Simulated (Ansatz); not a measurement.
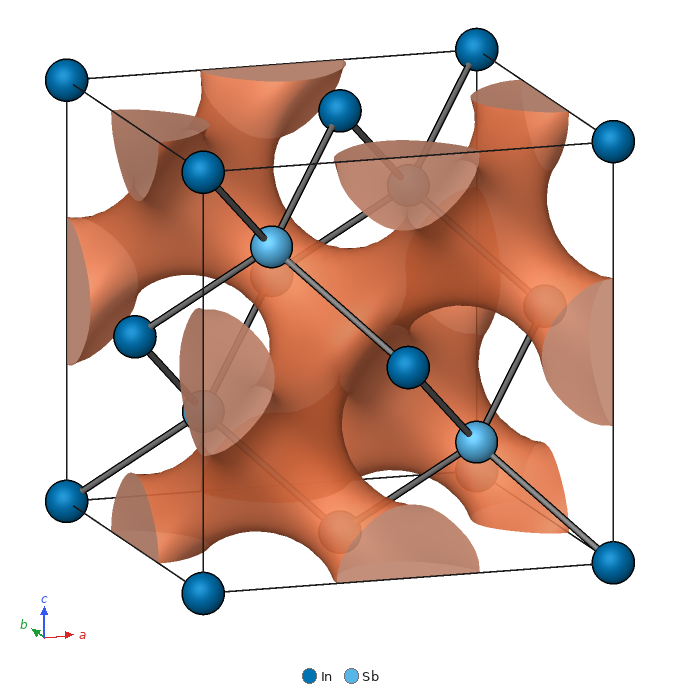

Crystal voids of InSb (F-43m): the orange surface encloses the regions where the procrystal electron density, the sum of the densities of spherically averaged neutral Hartree-Fock atoms, is below 0.007 e/bohr³ (1×1×1 cells, view slightly off an axis). No self-consistent density enters. Pale faces close the region where the drawn box cuts it. From Rb on the atoms have core potentials, so only their outer electrons count. The usual level for crystal voids is 0.002 e/bohr³; this crystal has almost no region below it, so a higher level is used, which marks the interstitial space of lowest density.

Origin of the cell: the end point of a relaxation with DFT PBEsol, scalar-relativistic, plane waves, PAW in Ansatz 0.2.0.

```cif
data_structure
_symmetry_space_group_name_H-M 'F-43m'
_symmetry_Int_Tables_number 216
_cell_length_a 6.5199
_cell_length_b 6.5199
_cell_length_c 6.5199
_cell_angle_alpha 90.000
_cell_angle_beta 90.000
_cell_angle_gamma 90.000
_cell_volume 277.15
loop_
_atom_site_label
_atom_site_type_symbol
_atom_site_symmetry_multiplicity
_atom_site_Wyckoff_symbol
_atom_site_fract_x
_atom_site_fract_y
_atom_site_fract_z
_atom_site_occupancy
In1 In 4 a 0.00000 0.00000 0.00000 1
Sb1 Sb 4 d 0.25000 0.25000 0.75000 1
```

**What share of the cell is void by this measure?**

The voids take about 23 % of the cell (63 Å³ of 277.1 Å³) and are bounded by about 140 Å² of surface per cell.

**What shape does the empty space take in three dimensions?**

Where they connect, they form a three-dimensional network.

**How low does the density fall, and where?**

To about 0.0034 e/bohr³ near 0.25, 0.25, 0.25 (fractional), 2.8 Å from the nearest nucleus.

**At what density do the voids first join through the crystal?**

At about 0.0046 e/bohr³, as a three-dimensional network.
